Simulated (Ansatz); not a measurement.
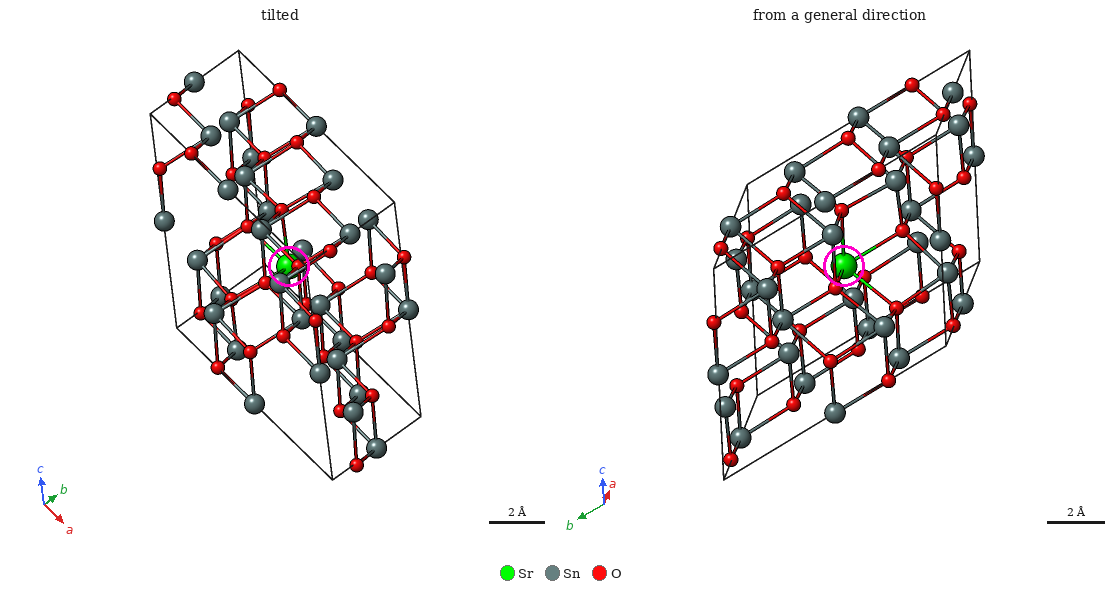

Ball-and-stick representation of a periodic structure, projected slightly off an axis and from a general direction. Atoms at the boundary of the supercell (the box) are drawn once for each face, edge or corner they touch. The host is SnO, in a cell of 32 sites, and the cell is neutral. A ring marks the defect's site.

**What kind of defect was put in?**

Strontium on a tin site (a substitutional impurity). It is bonded to four O at about 2.4 Å.

The atoms were relaxed in the host's cell with Ansatz, DFT PBE, scalar-relativistic, plane waves, PAW.
